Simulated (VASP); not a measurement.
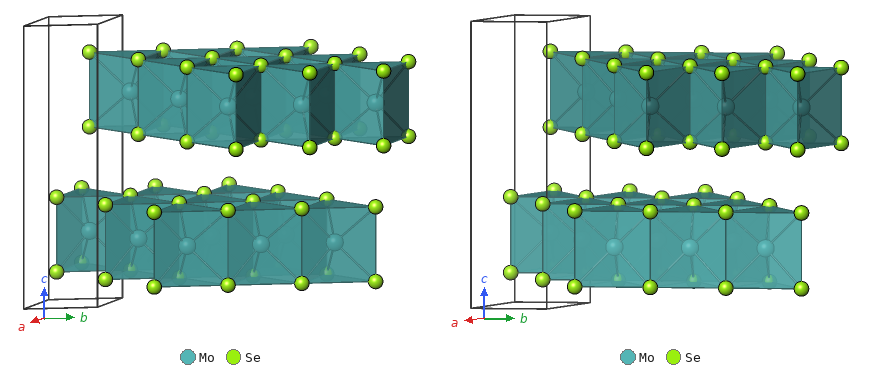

Polyhedra are drawn about Mo (bonds: Mo–Se below 2.9 Å); other atoms are plain spheres. Two views of the same piece.

MoSe2 (space group P6_3/mmc, No. 194). Coordinates: coordinates from a relaxation with VASP 6.6.1, VASP Kohn-Sham DFT of a periodic cell, BLYP with D4, VASP PAW PBE potentials, recommended.

Sharing among the drawn polyhedra:

```tsv
site	polyhedron	corner-sharing neighbours	edge-sharing	face-sharing	bond (Å)
Mo	MoSe6 trigonal prism	0	6	0	2.55
```

They form layers of edge-sharing trigonal prisms parallel to (001).
